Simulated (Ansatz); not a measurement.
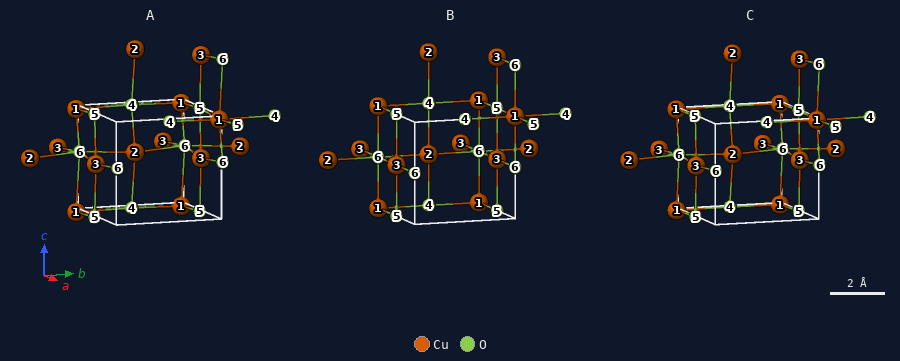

3 geometries from one relaxation of a crystal of CuO (set up in P1), in shuffled order. A ball-and-stick model of the cell of the calculation, seen slightly off an axis.

The run lets cell and atoms move, from this start: all atoms moved at random, sigma 0.1 A a component.

Method: Kohn-Sham DFT of a periodic cell, r2SCAN, Ansatz PAW (Ansatz). (plane-wave cutoff 500 eV; k-point mesh 7 × 7 × 7; occupations fermi-dirac; smearing width 0.05 eV; target pressure 10 GPa; no spin polarisation; cell and atoms relaxed; force threshold 0.01 eV/Å; at most 40 steps)

Order the frames from highest to lowest energy.

A, C, B. They are steps 0, 1, 7, at +314 meV per atom, +128 meV per atom relative to the last. The atom that moves furthest relative to the cell is O6 (0.24 Å along [−1 0 −2]). By element the largest moves are O 0.24 Å, Cu 0.20 Å. Cell: a = b 4.161 → 3.984 Å (−4.3 %), c 3.888 → 3.849 Å (−1.0 %). Volume −9.2 %. Some distances before and after: Cu1–O6 2.316 → 1.925 Å, Cu1–O6 (another image) 1.598 → 1.925 Å, Cu3–O6 2.288 → 1.992 Å, Cu2–O6 2.191 → 1.992 Å. Bond angles that change, for instance: Cu1–O6–Cu1 166.6° → 180.0°, O6–Cu1–O6 166.6° → 180.0°, Cu1–O6–Cu3 103.3° → 90.0°. The space group (tolerance 0.01 Å) goes from P1 (No. 1) to P4/mmm (No. 123). The energy falls by 314 meV per atom in 5 accepted moves (7 points after the start). With the target pressure of 10 GPa, the enthalpy E + pV changes by −379 meV per atom. Largest force component: 9.7 eV/Å at the start, 0.00016 eV/Å at the end. Pressure: 9.94 GPa at the start and 10.00 GPa at the end. The SCF was repeated twice at an unchanged geometry on a basis and grid sized afresh for the cell, which shifted the energy by 0.9 meV per atom at most.

Limits of the set-up: an element that often carries a moment was run without spin polarisation.
